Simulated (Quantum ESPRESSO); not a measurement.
Run report: AgCl, band-structure run

- system: AgCl (2 atoms in the cell)
- method: Kohn-Sham DFT of a periodic cell, TASK, SG15 PBE 1.2, no spin polarisation (Quantum ESPRESSO 7.5)

The structure derives from an entry of the Crystallography Open Database.

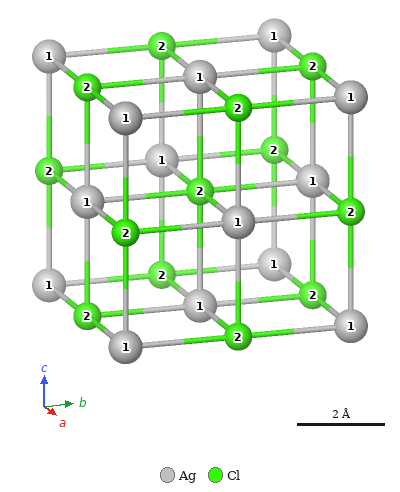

Figure 1. The structure (ball-and-stick view of the cell 4 times as large as that of the calculation, set on its symmetry axes, seen slightly off an axis; atoms are numbered from 1 in the order of the input). An atom can appear more than once, as a periodic image.

### Input
```
&CONTROL
  calculation = 'scf'
  prefix = 'pwscf'
  outdir = './tmp'
  pseudo_dir = './pseudo'
  tprnfor = .true.
  tstress = .true.
  disk_io = 'low'
/
&SYSTEM
  ibrav = 0
  A = 3.86787409
  nat = 2
  ntyp = 2
  ecutwfc = 70
  nbnd = 20
  input_dft = 'XC-000I-012L-000I-000I-707L-000I'
  occupations = 'smearing'
  smearing = 'fd'
  degauss = 0.00367493
  nosym = .true.
/
&ELECTRONS
  conv_thr = 1d-08
  electron_maxstep = 120
  mixing_beta = 0.5
/
ATOMIC_SPECIES
Ag   107.8682 Ag_ONCV_PBE-1.2.upf
Cl    35.4500 Cl_ONCV_PBE-1.2.upf
CELL_PARAMETERS alat
   0.0000000000    0.7071067818    0.7071067818
   0.7071067818    0.0000000000    0.7071067818
   0.7071067818    0.7071067818    0.0000000000
ATOMIC_POSITIONS alat
Ag     0.0000000000    0.0000000000    0.0000000000
Cl     0.7071067818    0.7071067818    0.7071067818
K_POINTS automatic
6 6 6 0 0 0
```

### File bands.in
```
&CONTROL
  calculation = 'bands'
  prefix = 'pwscf'
  outdir = './tmp'
  pseudo_dir = './pseudo'
  disk_io = 'low'
  verbosity = 'high'
/
&SYSTEM
  ibrav = 0
  A = 3.86787409
  nat = 2
  ntyp = 2
  ecutwfc = 70
  nbnd = 20
  input_dft = 'XC-000I-012L-000I-000I-707L-000I'
  occupations = 'smearing'
  smearing = 'fd'
  degauss = 0.00367493
  nosym = .true.
/
&ELECTRONS
  conv_thr = 1d-08
  electron_maxstep = 120
  mixing_beta = 0.5
  diago_full_acc = .true.
  startingwfc = 'random'
/
ATOMIC_SPECIES
Ag   107.8682 Ag_ONCV_PBE-1.2.upf
Cl    35.4500 Cl_ONCV_PBE-1.2.upf
CELL_PARAMETERS alat
   0.0000000000    0.7071067818    0.7071067818
   0.7071067818    0.0000000000    0.7071067818
   0.7071067818    0.7071067818    0.0000000000
ATOMIC_POSITIONS alat
Ag     0.0000000000    0.0000000000    0.0000000000
Cl     0.7071067818    0.7071067818    0.7071067818
K_POINTS crystal
60
 0.0000000000  0.0000000000  0.0000000000 1
 0.0625000000  0.0000000000  0.0625000000 1
 0.1250000000  0.0000000000  0.1250000000 1
 0.1875000000  0.0000000000  0.1875000000 1
 0.2500000000  0.0000000000  0.2500000000 1
 0.3125000000  0.0000000000  0.3125000000 1
 0.3750000000  0.0000000000  0.3750000000 1
 0.4375000000  0.0000000000  0.4375000000 1
 0.5000000000  0.0000000000  0.5000000000 1
 0.5000000000  0.0625000000  0.5625000000 1
 0.5000000000  0.1250000000  0.6250000000 1
 0.5000000000  0.1875000000  0.6875000000 1
 0.5000000000  0.2500000000  0.7500000000 1
 0.4375000000  0.3125000000  0.7500000000 1
 0.3750000000  0.3750000000  0.7500000000 1
 0.3375000000  0.3375000000  0.6750000000 1
 0.3000000000  0.3000000000  0.6000000000 1
 0.2625000000  0.2625000000  0.5250000000 1
 0.2250000000  0.2250000000  0.4500000000 1
 0.1875000000  0.1875000000  0.3750000000 1
 0.1500000000  0.1500000000  0.3000000000 1
 0.1125000000  0.1125000000  0.2250000000 1
 0.0750000000  0.0750000000  0.1500000000 1
 0.0375000000  0.0375000000  0.0750000000 1
 0.0000000000  0.0000000000  0.0000000000 1
 0.0625000000  0.0625000000  0.0625000000 1
 0.1250000000  0.1250000000  0.1250000000 1
 0.1875000000  0.1875000000  0.1875000000 1
 0.2500000000  0.2500000000  0.2500000000 1
 0.3125000000  0.3125000000  0.3125000000 1
 0.3750000000  0.3750000000  0.3750000000 1
 0.4375000000  0.4375000000  0.4375000000 1
 0.5000000000  0.5000000000  0.5000000000 1
 0.5250000000  0.4500000000  0.5250000000 1
 0.5500000000  0.4000000000  0.5500000000 1
 0.5750000000  0.3500000000  0.5750000000 1
 0.6000000000  0.3000000000  0.6000000000 1
 0.6250000000  0.2500000000  0.6250000000 1
 0.5833333333  0.2500000000  0.6666666667 1
 0.5416666667  0.2500000000  0.7083333333 1
 0.5000000000  0.2500000000  0.7500000000 1
 0.5000000000  0.2857142857  0.7142857143 1
 0.5000000000  0.3214285714  0.6785714286 1
 0.5000000000  0.3571428571  0.6428571429 1
 0.5000000000  0.3928571429  0.6071428571 1
 0.5000000000  0.4285714286  0.5714285714 1
 0.5000000000  0.4642857143  0.5357142857 1
 0.5000000000  0.5000000000  0.5000000000 1
 0.4821428571  0.4821428571  0.5357142857 1
 0.4642857143  0.4642857143  0.5714285714 1
 0.4464285714  0.4464285714  0.6071428571 1
 0.4285714286  0.4285714286  0.6428571429 1
 0.4107142857  0.4107142857  0.6785714286 1
 0.3928571429  0.3928571429  0.7142857143 1
 0.3750000000  0.3750000000  0.7500000000 1
 0.6250000000  0.2500000000  0.6250000000 1
 0.5937500000  0.1875000000  0.5937500000 1
 0.5625000000  0.1250000000  0.5625000000 1
 0.5312500000  0.0625000000  0.5312500000 1
 0.5000000000  0.0000000000  0.5000000000 1
```

Machine: 1 thread of Arm Neoverse V1, 24 GiB of memory available, shared host.

Command:
```bash
OMP_NUM_THREADS=1 pw.x -in pw.in > pw.out
OMP_NUM_THREADS=1 pw.x -in bands.in > bands.out
```

### Log
```
This program is part of the open-source Quantum ESPRESSO suite
     for quantum simulation of materials; please cite
         "P. Giannozzi et al., J. Phys.:Condens. Matter 21 395502 (2009);
         "P. Giannozzi et al., J. Phys.:Condens. Matter 29 465901 (2017);
         "P. Giannozzi et al., J. Chem. Phys. 152 154105 (2020);
          URL
     in publications or presentations arising from this work. More details at

     Message from routine matching_shortIDs:
     WARNING: an MGGA functional of one kind has been read together with a non-MGGA one of the other kind. This is not a standard choice and has not been tested outside PW.

     IMPORTANT: XC functional enforced from input :
     Exchange-correlation= XC-000I-012L-000I-000I-707L-000I
                           (   0  12   0   0   0 707   0)
     Any further DFT definition will be discarded
     Please, verify this is what you really want

     G-vector sticks info
     --------------------
     sticks:   dense  smooth     PW     G-vecs:    dense   smooth      PW
     Sum        1039    1039    313                22075    22075    3695

     Using Slab Decomposition

     bravais-lattice index     =            0
     lattice parameter (alat)  =       7.3092  a.u.
     unit-cell volume          =     276.1205 (a.u.)^3
     number of atoms/cell      =            2
     number of atomic types    =            2
     number of electrons       =        26.00
     number of Kohn-Sham states=           20
     kinetic-energy cutoff     =      70.0000  Ry
     charge density cutoff     =     280.0000  Ry
     scf convergence threshold =      1.0E-08
     mixing beta               =       0.5000
     number of iterations used =            8  plain     mixing
     Exchange-correlation= XC-000I-012L-000I-000I-707L-000I
                           (   0  12   0   0   0 707   0)

     celldm(1)=   7.309223  celldm(2)=   0.000000  celldm(3)=   0.000000
     celldm(4)=   0.000000  celldm(5)=   0.000000  celldm(6)=   0.000000

     crystal axes: (cart. coord. in units of alat)
               a(1) = (   0.000000   0.707107   0.707107 )
               a(2) = (   0.707107   0.000000   0.707107 )
               a(3) = (   0.707107   0.707107   0.000000 )

     reciprocal axes: (cart. coord. in units 2 pi/alat)
               b(1) = ( -0.707107  0.707107  0.707107 )
               b(2) = (  0.707107 -0.707107  0.707107 )
               b(3) = (  0.707107  0.707107 -0.707107 )

     PseudoPot. # 1 for Ag read from file:
     Ag_ONCV_PBE-1.2.upf
     Pseudo is Norm-conserving, Zval = 19.0
     Generated using ONCVPSP code by D. R. Hamann
     Using radial grid of  602 points,  6 beta functions with:
                l(1) =   0
                l(2) =   0
                l(3) =   1
                l(4) =   1
                l(5) =   2
                l(6) =   2

     PseudoPot. # 2 for Cl read from file:
     Cl_ONCV_PBE-1.2.upf
     Pseudo is Norm-conserving, Zval =  7.0
     Generated using ONCVPSP code by D. R. Hamann
     Using radial grid of  602 points,  4 beta functions with:
                l(1) =   0
                l(2) =   0
                l(3) =   1
                l(4) =   1

     atomic species   valence    mass     pseudopotential
     Ag               19.00   107.86820     Ag( 1.00)
     Cl                7.00    35.45000     Cl( 1.00)

     No symmetry found

   Cartesian axes

     site n.     atom                  positions (alat units)
         1        Ag     tau(   1) = (   0.0000000   0.0000000   0.0000000  )
         2        Cl     tau(   2) = (   0.7071068   0.7071068   0.7071068  )

     number of k points=   112  Fermi-Dirac smearing, width (Ry)=  0.0037

     Number of k-points >= 100: set verbosity='high' to print them.

     Dense  grid:    22075 G-vectors     FFT dimensions: (  40,  40,  40)

     WARNING: libxc functional with ID   12 depends
      on external parameters: check the user_guide of
      QE if you need to modify them or to check their
      default values.

     WARNING: libxc functional with ID  707 depends
      on external parameters: check the user_guide of
      QE if you need to modify them or to check their
      default values.

     Initial potential from superposition of free atoms

     starting charge      25.9563, renormalised to      26.0000
     Starting wfcs are random

     Self-consistent Calculation

     iteration #  1     ecut=    70.00 Ry     beta= 0.50
     Davidson diagonalization with overlap
     ethr =  1.00E-02,  avg # of iterations =  9.4

     total energy              =    -318.32309137 Ry
     estimated scf accuracy    <      22.03099982 Ry

     iteration #  2     ecut=    70.00 Ry     beta= 0.50
     Davidson diagonalization with overlap
     ethr =  1.00E-02,  avg # of iterations =  1.0

     total energy              =    -318.30657924 Ry
     estimated scf accuracy    <       5.80480364 Ry

     iteration #  3     ecut=    70.00 Ry     beta= 0.50
     Davidson diagonalization with overlap
     ethr =  1.00E-02,  avg # of iterations =  1.0

     total energy              =    -318.32815669 Ry
     estimated scf accuracy    <       0.01428817 Ry

     iteration #  4     ecut=    70.00 Ry     beta= 0.50
     Davidson diagonalization with overlap
     ethr =  5.50E-05,  avg # of iterations =  4.8

     total energy              =    -318.32979230 Ry
     estimated scf accuracy    <       0.00284501 Ry

     iteration #  5     ecut=    70.00 Ry     beta= 0.50
     Davidson diagonalization with overlap
     ethr =  1.09E-05,  avg # of iterations =  1.7

     total energy              =    -318.33012043 Ry
     estimated scf accuracy    <       0.00086077 Ry

     iteration #  6     ecut=    70.00 Ry     beta= 0.50
     Davidson diagonalization with overlap
     ethr =  3.31E-06,  avg # of iterations =  1.9

     total energy              =    -318.33017023 Ry
     estimated scf accuracy    <       0.00015278 Ry

     iteration #  7     ecut=    70.00 Ry     beta= 0.50
     Davidson diagonalization with overlap
     ethr =  5.88E-07,  avg # of iterations =  1.5

     total energy              =    -318.33018247 Ry
     estimated scf accuracy    <       0.00000315 Ry

     iteration #  8     ecut=    70.00 Ry     beta= 0.50
     Davidson diagonalization with overlap
     ethr =  1.21E-08,  avg # of iterations =  2.5

     total energy              =    -318.33018371 Ry
     estimated scf accuracy    <       0.00001156 Ry

     iteration #  9     ecut=    70.00 Ry     beta= 0.50
     Davidson diagonalization with overlap
     ethr =  1.21E-08,  avg # of iterations =  1.8

     total energy              =    -318.33018400 Ry
     estimated scf accuracy    <       0.00000007 Ry

     iteration # 10     ecut=    70.00 Ry     beta= 0.50
     Davidson diagonalization with overlap
     ethr =  2.51E-10,  avg # of iterations =  2.3

     End of self-consistent calculation

     Number of k-points >= 100: set verbosity='high' to print the bands.

     the Fermi energy is     9.7022 ev

!    total energy              =    -318.33018402 Ry
     estimated scf accuracy    <          3.1E-09 Ry
     smearing contrib. (-TS)   =      -0.00000000 Ry
     internal energy E=F+TS    =    -318.33018402 Ry

     The total energy is F=E-TS. E is the sum of the following terms:
     one-electron contribution =    -168.89918953 Ry
     hartree contribution      =      94.24154553 Ry
     xc contribution           =     -33.77566686 Ry
     ewald contribution        =    -209.89687316 Ry

     convergence has been achieved in  10 iterations

     Forces acting on atoms (cartesian axes, Ry/au):

     atom    1 type  1   force =    -0.00000014   -0.00000012   -0.00000044
     atom    2 type  2   force =     0.00000014    0.00000012    0.00000044

     Total force =     0.000001     Total SCF correction =     0.000005
     SCF correction compared to forces is large: reduce conv_thr to get better values

     Computing stress (Cartesian axis) and pressure

          total   stress  (Ry/bohr**3)                   (kbar)     P=      112.32
   0.00076354   0.00000000   0.00000000          112.32        0.00        0.00
   0.00000000   0.00076354  -0.00000000            0.00      112.32       -0.00
   0.00000000  -0.00000000   0.00076354            0.00       -0.00      112.32

=------------------------------------------------------------------------------=
   JOB DONE.
=------------------------------------------------------------------------------=
```

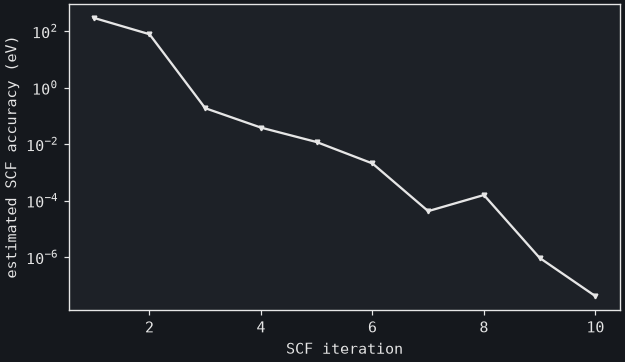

Figure 2. Convergence of the self-consistent field: estimated SCF accuracy against the iteration. The field takes 10 iterations in all.

### Key numbers

| quantity | value |
| --- | --- |
| outcome | converged |
| space group (tolerance 0.01 Å) | Fm-3m (225) |
| electrons treated | 26 |
| free energy | −4331.1028 eV |
| Fermi energy | 9.702 eV |
| gap on the k-point mesh | 2.28 eV |
| gap on the band path | 2.28 eV |
| pressure | 11.23 GPa |
| largest force (length of the vector) | under 0.001 eV/Å |
| wall time | 7.7 min |
| peak memory | 0.15 GiB |

### Remarks

Further notes kept with the run: potentials made for another functional; this file of Cl or I parts from the other sets. Notes on the run: SCF correction compared to forces is large; WARNING: an MGGA functional of one kind has been read together with a non-MGGA one of the other kind. This is. Points of doubt noted for this run: potentials made for another functional; this file of cl or i parts from the other sets. The cell is under a pressure of 11.2 GPa at this level, so it is not at its equilibrium volume.
